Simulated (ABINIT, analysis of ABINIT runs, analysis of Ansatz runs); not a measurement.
# Substitutional N in diamond: charge-transition level, PBE (ABINIT), part 2 of 3

Aim: the charge-transition level of substitutional N in diamond, to be set beside the measurement. Set-up: PBE, JTH 2.0 PBE, 64-site cell, PBE lattice, k: the zone centre alone then 2x2x2 shifted, random start of 0.1 A, dielectric constants 5.7 and 5.7 (handbook). The model is a cell of 64 host atoms with 1 C taken out and 1 N put in. The level is the Fermi energy at which two charge states have equal formation energy, after a correction for the images of the charge. Another start tests whether the structure found is the lowest.

ABINIT 10.8.3; PBE, JTH 2.0 PBE, 64-site cell, PBE lattice, k: the zone centre alone then 2x2x2 shifted, random start of 0.1 A, dielectric constants 5.7 and 5.7 (handbook).

So far. Step 2 (Relaxation, charge +1): Among the atoms that came to bonding distance: C42–C46 1.54 Å (from 1.74); C7–C33 1.54 Å (from 1.70); C23–C20 1.54 Å (from 1.71).

### 3. Single point, charge +1

The relaxed structure is kept, and the final numbers are taken at the final level and k-points.

This step: ABINIT plane-wave DFT, PBE, JTH 2.0 PBE potentials; single point of a defect supercell.

Contents of run.abi:

```
# substitutional N in diamond
acell 3*1.0 Angstrom
rprim
     7.140792529    0.000000000    0.000000000
     0.000000000    7.140792529    0.000000000
     0.000000000    0.000000000    7.140792529
natom 64
ntypat 2
znucl 6 7
typat 1 1 1 1 1 1 1 2 1 1 1 1 1 1 1 1 1 1 1 1 1 1 1 1 1 1 1 1 1 1 1 1 1 1 1 1 1 1 1 1 1 1 1 1 1 1 1 1 1 1 1 1 1 1 1 1 1 1 1 1 1 1 1 1
xred
     0.000294193    0.000171315    0.249929049
     0.000260417    0.249641619    0.000429704
[... 1 atom line left out ...]
     0.249093941    0.249022573    0.249250952
     0.125363423    0.125301057    0.376293994
     0.125356703    0.376061620    0.125506833
     0.376168782    0.125302813    0.125568414
     0.375196599    0.375037821    0.375272549
[... 5 atom lines left out ...]
     0.125372854    0.374019650    0.625115226
[... 6 atom lines left out ...]
     0.125415241    0.624828864    0.374331235
[... 1 atom line left out ...]
     0.374188510    0.624851434    0.125494681
[... 3 atom lines left out ...]
     0.249132915    0.501069206    0.501381404
[... 10 atom lines left out ...]
     0.624986232    0.374081740    0.125480040
[... 3 atom lines left out ...]
     0.501293296    0.248971810    0.501372680
[... 6 atom lines left out ...]
     0.501292592    0.501146757    0.249202652
[... 14 atom lines left out ...]
     0.875236552    0.875032958    0.875299888
pseudos "C.xml, N.xml"
ecut 23.0
pawecutdg 46.0
cellcharge 1
kptopt 2
ngkpt 2 2 2
nshiftk 1
shiftk 0.5 0.5 0.5
nsym 1
chkprim 0
maxnsym 12000
nband 134
occopt 3
tsmear 0.01 eV
nstep 100
diemac 4.0
tolvrs 1e-9
optforces 1
nbdbuf 2
iomode 3
prtwf 0
prteig 0
prtebands 0
prtden 1
prtvha 1
prtvpsp 1
```

Run with:

```bash
$ OMP_NUM_THREADS=1 mpirun -n 4 abinit run.abi > run.log
```

Numbers of over 12 decimals in the logs are rounded to 6 here.

The program printed:

```text
[shortened: banners, details of potentials and solvers, and blank lines are left out]
Symmetries : space group P1 (#  1); Bravais aP (primitive triclinic)
     natom =      64  nloc_mem =       2    nspden =       1   nspinor =       1
 PAW method is used; the additional fine FFT grid is defined by:
[... the echo of the input is left out ...]
 chkinp: Checking input parameters for consistency.
dimensions: {natom: 64, nkpt: 4, mband: 134, nsppol: 1, nspinor: 1, nspden: 1, mpw: 12923, }
cutoff_energies: {ecut:  23.0, pawecutdg:  46.0, }
electrons: {nelect:   2.56000000E+02, charge:   1.00000000E+00, occopt:   3.00000000E+00, tsmear:   3.67493222E-04, }
 Unit cell volume ucvol=  2.4571736E+03 bohr^3
--- Pseudopotential description ------------------------------------------------
   7.16188027E+04                                ecore*ucvol(ha*bohr**3)
_setup2: Arith. and geom. avg. npw (full set) are   12923.000   12923.000
solver: {iscf: 17, nstep: 100, nline: 4, wfoptalg: 10, }
tolerances: {tolvrs: 1.00E-09, }
     iter   Etot(hartree)      deltaE(h)  residm     nres2    diffor    maxfor
[...]
At SCF step   17       nres2   =  7.66E-11 < tolvrs=  1.00E-09 =>converged.
 Cartesian components of stress tensor (hartree/bohr^3)
  sigma(1 1)=  2.37588033E-04  sigma(3 2)=  5.59092497E-08
  sigma(2 2)=  2.37607078E-04  sigma(3 1)=  3.89646479E-10
  sigma(3 3)=  2.37564368E-04  sigma(2 1)= -8.09867248E-09
[...]
etotal    :  -3.72155239E+02
entropy   :   0.00000000E+00
fermie    :   4.46624395E-01
[...]
pressure_GPa:  -6.9900E+00
[...]
----iterations are completed or convergence reached----
 Mean square residual over all n,k,spin=   48.782E-11; max=  88.143E-09
 reduced coordinates (array xred) for   64 atoms
       0.000294193000      0.000171315000      0.249929049000
       0.000260417000      0.249641619000      0.000429704000
       0.249815927000      0.000228367000      0.000478226000
       0.249093941000      0.249022573000      0.249250952000
[...]
cartesian coordinates (angstrom) at end:
    1      0.00210077     0.00122332     1.784691
    2      0.00185958     1.782639     0.00306843
    3      1.783884     0.00163072     0.00341491
    4      1.778728     1.778219     1.779849
[...]
cartesian forces (hartree/bohr) at end:
    1     -0.000119977    -0.000161133    -9.35719e-05
    2     -3.6497e-05     3.07144e-05    -0.000113485
    3     -8.76453e-05    -0.000343911    -0.000250418
    4     -0.00049505    -0.000584447    -0.000558156
    5      2.84643e-06    -0.000235163    -0.000253698
    6      3.59953e-05    -0.000412135    -5.30281e-05
    7     -0.00031324    -0.000128997    -0.000137105
    8     -6.65908e-05    -2.62595e-05     7.05812e-05
    9     -0.000220698    -8.52521e-05     9.19395e-05
   10     -5.92934e-05     2.43988e-05    -4.05091e-06
   11      7.439e-05    -0.000188823    -0.000119195
   12      6.31025e-08     0.000105168     0.000113502
   13     -0.000104888    -0.000108797    -0.000142205
   14      1.86076e-05     0.000316789     5.79551e-05
   15      0.000355442    -5.34499e-05     0.000174507
   16     -1.69006e-05     0.000155565     1.11864e-05
   17     -6.37283e-05    -7.18781e-05     1.9009e-05
   18     -0.000193739     2.85304e-05    -5.30094e-05
   19     -1.23505e-05     5.52237e-05    -8.81652e-05
   20      1.55824e-05     0.000110292    -3.39042e-05
   21     -6.78534e-05     9.60766e-05     0.000283203
   22     -0.000162559    -0.000132691    -0.000127676
   23      0.000379444     0.000119011    -4.83443e-05
   24     -7.71887e-06     3.85806e-05    -3.14148e-05
   25     -0.000124361     0.000103145     0.000175266
   26     -0.000262538     0.00026299    -9.46536e-05
   27     -0.000499823     0.000625026     0.000507626
   28     -0.000210723     3.38009e-05     0.000150999
[...]
34     -3.11681e-06     5.95677e-05    -0.000321152
   35      0.000134483    -5.26945e-05    -1.95016e-05
   36      0.000210796    -2.28304e-05     5.32676e-05
   37      4.36425e-06    -0.000128571     0.000323814
   38      0.000112602     0.000255342    -2.48937e-05
   39      9.68244e-05    -0.00015428    -8.28949e-05
   40      0.000152105    -0.000142534     4.52335e-05
   41      5.64147e-05    -0.00011652     0.000145908
   42      0.000461795    -0.00056573     0.000551613
   43      0.000129229     1.39736e-05     6.07569e-06
   44      9.298e-05     3.75975e-05     9.95005e-05
   45      0.000191603     2.24889e-06     3.79512e-05
   46      5.18925e-05    -0.000277632     0.000164185
   47      2.81179e-05     2.63806e-05     1.53598e-05
   48      4.68599e-05     4.2448e-05    -7.84896e-06
   49      0.000408935     0.0004411    -0.000529073
   50      0.000101797     5.15464e-05    -0.000108033
   51      0.000221942    -1.70895e-05    -7.17719e-05
   52      0.000107554     0.000125928    -3.3128e-05
   53      3.8837e-05     0.000187137    -0.000214496
   54      0.000183628    -1.69354e-05    -0.000260831
   55     -6.61865e-05     0.000102807    -6.41201e-05
   56     -0.000114654     0.00019377    -2.58627e-05
   57     -5.14198e-05     3.46112e-06     0.000167943
   58      3.1187e-05     0.000185801     4.74683e-05
   59      0.000119579    -0.000148505    -4.5303e-05
   60      3.09233e-05     9.95812e-05     0.000206823
   61      0.000150295     5.59728e-05     2.12214e-05
   62      6.02339e-05     0.000130288     0.000175677
   63      2.57095e-05     0.000126234     0.000123865
   64     -0.000137397    -4.92016e-05    -8.95252e-06
 frms,max,avg= 1.9021081E-04 6.2502600E-04   2.937E-06  1.666E-06  3.927E-06 h/b
 cartesian forces (eV/Angstrom) at end:
    1     -0.00616949    -0.00828579    -0.00481166
    2     -0.00187675     0.0015794    -0.00583562
    3     -0.0045069    -0.017685    -0.012877
    4     -0.025457    -0.030053    -0.028702
[...]
12      3.24486e-06     0.00540796     0.00583651
   13     -0.00539354    -0.00559456    -0.00731246
   14      0.000956842     0.016290     0.00298017
   15      0.018278    -0.0027485     0.00897352
   16     -0.000869063     0.00799947     0.000575228
[...]
frms,max,avg= 9.7810333E-03 3.2140129E-02   1.510E-04  8.569E-05  2.019E-04 e/A
 Fermi (or HOMO) energy (hartree) =   0.44662   Average Vxc (hartree)=  -0.48921
 Eigenvalues (hartree) for nkpt=   4  k points:
 kpt#   1, nband=134, wtk=  0.25000, kpt=  0.2500  0.2500  0.2500 (reduced coord)
  -0.42679   -0.37968   -0.35357   -0.35354   -0.32923   -0.31219   -0.31216   -0.29510
  -0.27383   -0.27173   -0.27170   -0.25224   -0.23662   -0.23660   -0.23216   -0.23213
  -0.23160   -0.20777   -0.20281   -0.20280   -0.18131   -0.16542   -0.16540   -0.16384
  -0.15651   -0.15650   -0.13690   -0.12989   -0.12987   -0.12632   -0.12588   -0.12585
[...]
occupation numbers for kpt#   1
   2.00000    2.00000    2.00000    2.00000    2.00000    2.00000    2.00000    2.00000
   2.00000    2.00000    2.00000    2.00000    2.00000    2.00000    2.00000    2.00000
   2.00000    2.00000    2.00000    2.00000    2.00000    2.00000    2.00000    2.00000
   2.00000    2.00000    2.00000    2.00000    2.00000    2.00000    2.00000    2.00000
[...]
Calculation was performed for a charged system with PBC
 You may consider including the monopole correction to the total energy
 The correction is to be divided by the dielectric constant
kinetic             :  2.22645897818472E+02
hartree             :  3.19358242086824E+01
xc                  : -1.38942348809548E+02
Ewald energy        : -4.12114308144793E+02
psp_core            :  2.91468220161740E+01
local_psp           : -1.53960704213551E+02
PAW spherical_terms :  4.91335789129896E+01
internal            : -3.72155238211573E+02
'-kT*entropy'       :  4.00942737519667E-15
total_energy        : -3.72155238211573E+02
total_energy_eV     : -1.01268599304402E+04
monopole_correction :  1.05130709201919E-01
monopole_correction_eV:  2.86075233440732E+00
[... the double-counting and all-electron sums are left out ...]
 Cartesian components of stress tensor (hartree/bohr^3)
  sigma(1 1)=  2.37588033E-04  sigma(3 2)=  5.59092497E-08
  sigma(2 2)=  2.37607078E-04  sigma(3 1)=  3.89646479E-10
  sigma(3 3)=  2.37564368E-04  sigma(2 1)= -8.09867248E-09
-Cartesian components of stress tensor (GPa)         [Pressure= -6.9900E+00 GPa]
- sigma(1 1)=  6.99008125E+00  sigma(3 2)=  1.64490692E-03
- sigma(2 2)=  6.99064157E+00  sigma(3 1)=  1.14637952E-05
- sigma(3 3)=  6.98938500E+00  sigma(2 1)= -2.38271171E-04
[... the echo of variables after the run is left out ...]
[key lines of the parts left out:]
Total energy DC (eV): -6.68140762861877E+04
```

Run time: 7.8 min. Hardware: 4 MPI ranks of Intel Xeon Platinum 8375C at 2.90GHz (Ice Lake), shared host; peak memory 1.3 GiB.

### 4. Relaxation, charge 0

Contents of run.abi:

```
# substitutional N in diamond
acell 3*1.0 Angstrom
rprim
     7.140792529    0.000000000    0.000000000
     0.000000000    7.140792529    0.000000000
     0.000000000    0.000000000    7.140792529
natom 64
ntypat 2
znucl 6 7
typat 1 1 1 1 1 1 1 2 1 1 1 1 1 1 1 1 1 1 1 1 1 1 1 1 1 1 1 1 1 1 1 1 1 1 1 1 1 1 1 1 1 1 1 1 1 1 1 1 1 1 1 1 1 1 1 1 1 1 1 1 1 1 1 1
xred
    -0.004946292    0.001131751    0.236947541
     0.011150801    0.252027245    0.008225769
[... 1 atom line left out ...]
     0.247233718    0.252287674    0.236463841
[... 1 atom line left out ...]
     0.125728616    0.369689086    0.137937413
     0.370728796    0.136641709    0.118493020
     0.378190576    0.387156316    0.368822819
[... 12 atom lines left out ...]
     0.137010192    0.631394840    0.371687197
[... 1 atom line left out ...]
     0.387913178    0.619657812    0.124092137
[... 3 atom lines left out ...]
     0.263153803    0.504666845    0.498854844
[... 3 atom lines left out ...]
     0.368425615    0.621883174    0.613034374
[... 5 atom lines left out ...]
     0.621276768    0.137935741    0.371137682
     0.627529984    0.382938851    0.136255540
[... 3 atom lines left out ...]
     0.493030254    0.245146882    0.488865224
[... 6 atom lines left out ...]
     0.490986339    0.489360026    0.251287720
[... 14 atom lines left out ...]
     0.884498430    0.864872340    0.876823098
pseudos "C.xml, N.xml"
ecut 23.0
pawecutdg 46.0
kptopt 0
nkpt 1
kpt 0 0 0
nsym 1
chkprim 0
maxnsym 12000
nband 136
nsppol 2
spinat
  0 0 0.00  0 0 0.00  0 0 0.00  0 0 0.25  0 0 0.00  0 0 0.00  0 0 0.00  0 0 0.25  0 0 0.00  0 0 0.00  0 0 0.00  0 0 0.00
  0 0 0.00  0 0 0.00  0 0 0.00  0 0 0.00  0 0 0.00  0 0 0.00  0 0 0.00  0 0 0.00  0 0 0.00  0 0 0.00  0 0 0.00  0 0 0.00
  0 0 0.00  0 0 0.00  0 0 0.00  0 0 0.00  0 0 0.00  0 0 0.00  0 0 0.00  0 0 0.00  0 0 0.00  0 0 0.00  0 0 0.00  0 0 0.00
  0 0 0.00  0 0 0.00  0 0 0.00  0 0 0.00  0 0 0.00  0 0 0.25  0 0 0.00  0 0 0.00  0 0 0.00  0 0 0.00  0 0 0.00  0 0 0.00
  0 0 0.25  0 0 0.00  0 0 0.00  0 0 0.00  0 0 0.00  0 0 0.00  0 0 0.00  0 0 0.00  0 0 0.00  0 0 0.00  0 0 0.00  0 0 0.00
  0 0 0.00  0 0 0.00  0 0 0.00  0 0 0.00
spinmagntarget 1.0
occopt 3
tsmear 0.01 eV
nstep 100
diemac 4.0
tolrff 0.02
ionmov 22
ntime 70
tolmxf 3.9e-04
paral_kgb 1
npband 4
npfft 1
np_spkpt 1
bandpp 34
wfoptalg 114
iomode 3
prtwf 0
prteig 0
prtebands 0
prtden 0
```

The program printed:

```text
[shortened: banners, details of potentials and solvers, and blank lines are left out]
Symmetries : space group P1 (#  1); Bravais aP (primitive triclinic)
     natom =      64  nloc_mem =       2    nspden =       2   nspinor =       1
 PAW method is used; the additional fine FFT grid is defined by:
[... the echo of the input is left out ...]
 chkinp: Checking input parameters for consistency.
dimensions: {natom: 64, nkpt: 1, mband: 136, nsppol: 2, nspinor: 1, nspden: 2, mpw: 1630, }
cutoff_energies: {ecut:  23.0, pawecutdg:  46.0, }
electrons: {nelect:   2.57000000E+02, charge:   0.00000000E+00, occopt:   3.00000000E+00, tsmear:   3.67493222E-04, }
 Unit cell volume ucvol=  2.4571736E+03 bohr^3
--- Pseudopotential description ------------------------------------------------
   7.16188027E+04                                ecore*ucvol(ha*bohr**3)
_setup2: Arith. and geom. avg. npw (full set) are    3259.000    3259.000
--- Iteration: ( 1/70) Internal Cycle: (1/1)
[...]
iter   Etot(hartree)      deltaE(h)  residm     nres2    diffor    maxfor   difmagsph maxmagsph
 ETOT  1  -371.64411316996    -3.716E+02 5.987E-03 4.199E+02 1.179E-01 1.179E-01 4.561E-02 4.561E-02
 ETOT  2  -370.93818479155     7.059E-01 1.567E-04 3.946E+01 6.485E-02 1.508E-01 1.186E-01 1.641E-01
 ETOT  3  -370.91509637954     2.309E-02 2.695E-04 9.581E+00 5.780E-02 1.289E-01 1.217E-01 4.234E-02
 ETOT  4  -370.89739693751     1.770E-02 2.658E-05 5.018E-01 3.682E-02 1.442E-01 7.604E-02 1.184E-01
 ETOT  5  -370.89793205836    -5.351E-04 8.548E-05 2.186E-01 1.647E-02 1.408E-01 3.110E-02 8.728E-02
 ETOT  6  -370.89785921167     7.285E-05 3.151E-05 1.193E-02 8.299E-03 1.420E-01 1.435E-02 1.016E-01
 ETOT  7  -370.89789089741    -3.169E-05 2.911E-05 4.835E-03 2.184E-03 1.417E-01 4.339E-03 9.729E-02
 ETOT  8  -370.89790171606    -1.082E-05 1.500E-05 9.075E-04 5.268E-04 1.418E-01 7.211E-04 9.801E-02
 At SCF step    8, forces are sufficiently converged :
[...]
etotal    :  -3.70897902E+02
[...]
fermie    :   4.12642195E-01
[...]
pressure_GPa:   1.2002E+01
[...]
Total energy (etotal) [Ha]= -3.70897901716057E+02
[...]
--- Iteration: ( 6/70) Internal Cycle: (1/1)
[...]
iter   Etot(hartree)      deltaE(h)  residm     nres2    diffor    maxfor   difmagsph maxmagsph
[...]
At SCF step    6, forces are sufficiently converged :
[...]
etotal    :  -3.71459349E+02
[...]
fermie    :   3.93199280E-01
[...]
pressure_GPa:   3.8729E+00
[...]
Total energy (etotal) [Ha]= -3.71459349162157E+02
 Difference of energy with previous step (new-old):
           Absolute (Ha)=-4.22762E-03
           Relative     =-1.13812E-05
[...]
--- Iteration: (11/70) Internal Cycle: (1/1)
[...]
iter   Etot(hartree)      deltaE(h)  residm     nres2    diffor    maxfor   difmagsph maxmagsph
[...]
At SCF step    6, forces are sufficiently converged :
[...]
etotal    :  -3.71460923E+02
[...]
fermie    :   3.91218886E-01
[...]
pressure_GPa:   3.9780E+00
[...]
Total energy (etotal) [Ha]= -3.71460922708617E+02
 Difference of energy with previous step (new-old):
           Absolute (Ha)= 1.26479E-06
           Relative     = 3.40490E-09
--- Iteration: (12/70) Internal Cycle: (1/1)
[...]
iter   Etot(hartree)      deltaE(h)  residm     nres2    diffor    maxfor   difmagsph maxmagsph
[...]
At SCF step    5, forces are sufficiently converged :
[...]
etotal    :  -3.71460927E+02
[...]
fermie    :   3.91450817E-01
[...]
pressure_GPa:   3.9750E+00
[...]
Total energy (etotal) [Ha]= -3.71460927024371E+02
 Difference of energy with previous step (new-old):
           Absolute (Ha)=-4.31575E-06
           Relative     =-1.16183E-08
 At Broyd/MD step  12, gradients are converged :
  max grad (force/stress) = 1.9731E-04 < tolmxf= 3.9000E-04 ha/bohr (free atoms)
[...]
frms,max,avg= 7.0904874E-05 1.9731178E-04   5.549E-06  5.309E-06  5.891E-06 h/b
 cartesian forces (eV/Angstrom) at end:
    1      0.00284167     0.00308736     0.000398213
[...]
frms,max,avg= 3.6460752E-03 1.0146180E-02   2.854E-04  2.730E-04  3.029E-04 e/A
 Fermi (or HOMO) energy (hartree) =   0.39145   Average Vxc (hartree)=  -0.48922
 Magnetization (Bohr magneton)=  1.00000000E+00
 Total spin up =  1.29000000E+02   Total spin down =  1.28000000E+02
 Eigenvalues (hartree) for nkpt=   1  k points, SPIN UP:
 kpt#   1, nband=136, wtk=  1.00000, kpt=  0.0000  0.0000  0.0000 (reduced coord)
  -0.42199   -0.36971   -0.33064   -0.33063   -0.32923   -0.32769   -0.32769   -0.28659
[...]
Eigenvalues (hartree) for nkpt=   1  k points, SPIN DOWN:
 kpt#   1, nband=136, wtk=  1.00000, kpt=  0.0000  0.0000  0.0000 (reduced coord)
  -0.42027   -0.36689   -0.33025   -0.33024   -0.32729   -0.32729   -0.32689   -0.28537
[...]
kinetic             :  2.24993584429384E+02
hartree             :  3.27500766153923E+01
xc                  : -1.39484982799020E+02
Ewald energy        : -4.11657234726013E+02
psp_core            :  2.91468220161740E+01
local_psp           : -1.56070646967230E+02
PAW spherical_terms :  4.88614586170795E+01
internal            : -3.71460922814235E+02
'-kT*entropy'       :  2.92658486887067E-15
total_energy        : -3.71460922814235E+02
total_energy_eV     : -1.01079666459867E+04
[... the double-counting and all-electron sums are left out ...]
[...]
-Cartesian components of stress tensor (GPa)         [Pressure=  3.9750E+00 GPa]
[...]
[... the echo of variables after the run is left out ...]
[key lines of the parts left out:]
Total energy DC (eV): -6.67951830987042E+04
```

Wall time 12 min (4 MPI ranks); peak memory 2.1 GiB.

Relaxation path:

| step | energy less that of the first step (eV) |
| --- | --- |
| 0 | 0.0000 |
| 1 | -11.0443 |
| 2 | -14.3574 |
| 3 | -14.8890 |
| 4 | -15.1627 |
| 5 | -15.2778 |
| 6 | -15.3033 |
| 7 | -15.3183 |
| 8 | -15.3195 |
| 9 | -15.3206 |
| 10 | -15.3206 |
| 11 | -15.3207 |

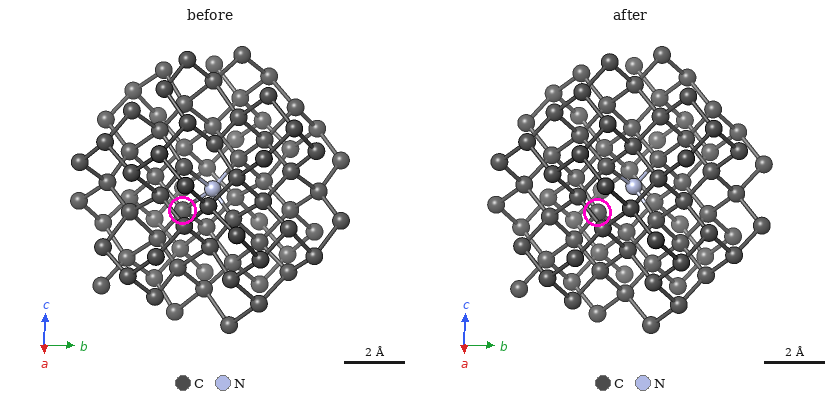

Before and after: the atoms that start within 5 Å of the centre. C4, which moves most, is ringed if it is among them.

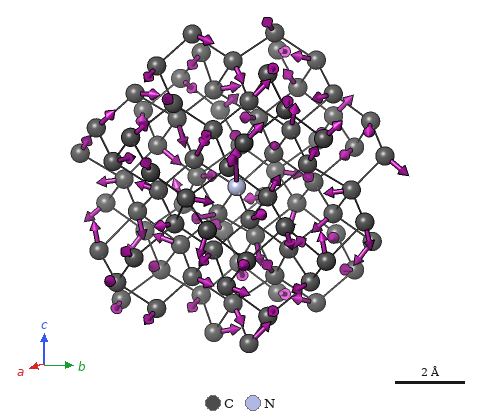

Displacements in the relaxation near the centre, exaggerated; the longest in the cell stands for 0.20 Å.

The atoms that moved most (Å):

| atom | dx | dy | dz | length |
| --- | --- | --- | --- | --- |
| C4 | -0.119 | -0.156 | -0.041 | 0.201 |
| N8 | 0.099 | 0.034 | 0.167 | 0.197 |
| C42 | 0.070 | 0.080 | 0.101 | 0.147 |
| C49 | 0.085 | 0.095 | 0.038 | 0.133 |
| C31 | 0.057 | 0.040 | 0.105 | 0.126 |
| C2 | -0.098 | -0.019 | -0.077 | 0.126 |
| C14 | 0.114 | -0.027 | 0.015 | 0.118 |
| C59 | 0.090 | 0.058 | 0.049 | 0.118 |

Neighbours of N8 at the end:

| atom | distance (Å) |
| --- | --- |
| C49 | 1.479 |
| C42 | 1.479 |
| C27 | 1.480 |
| C4 | 1.998 |
| C31 | 2.382 |
| C46 | 2.382 |
| C53 | 2.382 |
| C38 | 2.512 |
| C37 | 2.512 |
| C23 | 2.513 |
| C15 | 2.513 |
| C21 | 2.513 |
| C14 | 2.513 |

Among the atoms that came to bonding distance: C42–C46 1.52 Å (from 1.74); C23–C20 1.54 Å (from 1.71).

Read from the output:

```yaml
total_moment: 1 μB
```

(Continued in part 3 of 3.)

[Logs are printed without paths, hosts, clocks, repeated set-up lines and the standing remarks that a program may print on its own settings, such as how far it seeks lower states.]

[Hosts, paths, dates, database ids (printed as entryN), source tags and the programs' standing remarks are cut or masked in the printed files.]

[For some hosts the program warned that the k-mesh of the response run may be too coarse for force constants and the static dielectric constant; such warnings are not shown here.]
